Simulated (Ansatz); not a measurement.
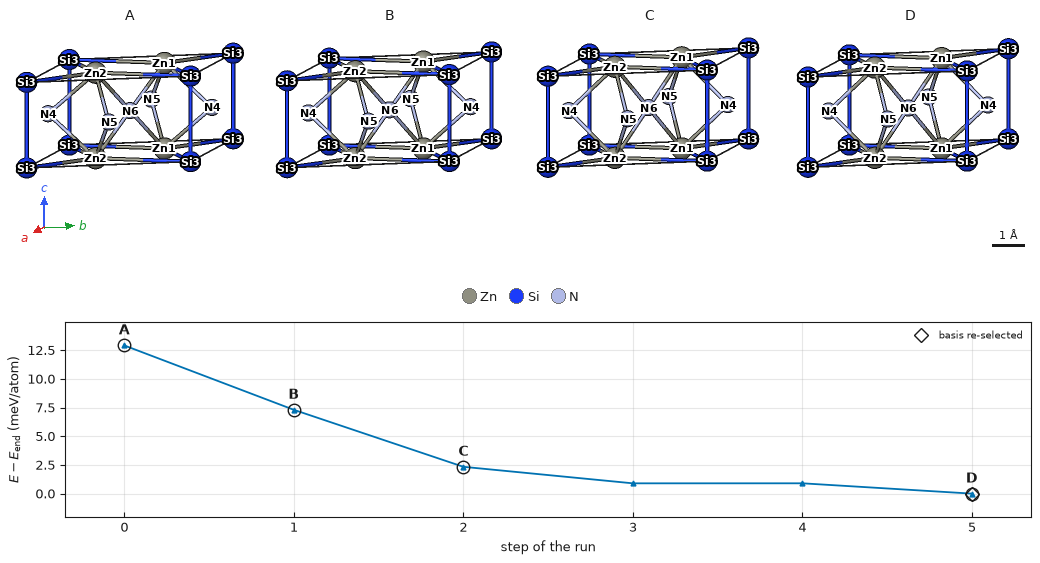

Frames of a relaxation of crystalline Zn$_{2}$SiN$_{3}$ (a generated structure, set up in P6/mmm) (coarse preliminary run), marked on the history of the run. The picture is a ball-and-stick view of the cell of the calculation, seen slightly off an axis.

All numbers below come from DFT PBE, scalar-relativistic, plane waves, PAW (Ansatz 0.2.0).

Input file:
```yaml
crystal:
  lattice:
    - [5.4260248067, 0.0, 0.0]
    - [-2.7130124033, 4.6990753242, 0.0]
    - [0.0, 0.0, 2.7562550227]
  atoms:
    - { symbol: Zn, position: [0.3333333333, 0.6666666667, 0.0] }
    - { symbol: Zn, position: [0.6666666667, 0.3333333333, 0.0] }
    - { symbol: Si, position: [0.0, 0.0, 0.0] }
    - { symbol: "N", position: [0.5, 0.0, 0.5] }
    - { symbol: "N", position: [0.0, 0.5, 0.5] }
    - { symbol: "N", position: [0.5, 0.5, 0.5] }
basis:
  ecutwfc: 420
kpoints:
  mp_grid: { grid: [6, 6, 6] }
hamiltonian:
  xc: pbe
scf:
  occupations: { method: gaussian, width: 0.1 }
  lower_state_search: "off"
output:
  forces: true
  stress: true
  eigenvalues: true
relax:
  adjacent_minimum: "off"
  f_tol: 0.04
  max_steps: 70
  cell: { stress_tol: 0.4 }
```

Run as
```bash
ansatz run input.yaml --threads 1 --pin off --max-ram 2560MiB --backend cpu --events-out ev --progress --plain --runs-dir out
```

What happens along the run?

Answer. Over 4 accepted moves (5 points after the start) the energy falls by 12.9 meV per atom. All forces vanish by symmetry, so only the cell relaxes. Pressure: 0.82 GPa at the start and 0.07 GPa at the end. At 1 point the geometry stayed and the basis and grid were re-selected for the new cell (energy shift of 0.9 meV per atom at most each time). The atoms keep their places relative to the cell (all moves are under 0.005 Å). Cell: a = b 5.426 → 5.270 Å (−2.9 %), c 2.756 → 2.907 Å (+5.5 %). Volume −0.5 %. Some distances before and after: Si3–Si3 2.756 → 2.907 Å, Zn1–Si3 3.133 → 3.043 Å, Zn1–N4 2.086 → 2.104 Å. Among the angles between lasting bonds that change: Zn1–N6–Zn1 82.7° → 87.4°, Zn1–N6–Zn2 97.3° → 92.6°, N4–Zn2–N4 82.7° → 87.4°. The space group stays P6/mmm (No. 191). Cost: 25 s on 1 thread of Arm Neoverse V1 (shared host), peak memory 0.36 GiB. From step 0 to 1: volume −0.5 %, energy −5.6 meV per atom. From step 1 to 2: volume +1.0 %, energy −5.0 meV per atom. From step 2 to 5: volume −1.1 %, energy −2.3 meV per atom.

| step | E − E(0), meV/atom | pressure, GPa | volume, Å³/atom | note |
| --- | --- | --- | --- | --- |
| 0 | 0.00 | 0.82 | 11.713 |  |
| 1 | -5.61 | 1.11 | 11.656 |  |
| 2 | -10.58 | -1.60 | 11.779 |  |
| 3 | -12.02 | 0.57 | 11.612 |  |
| 4 | -12.01 | 0.00 | 11.652 |  |
| 5 | -12.91 | 0.07 | 11.652 | same geometry, new basis |

Limits of the set-up: the k-point mesh is coarse for a cell with partly filled bands.
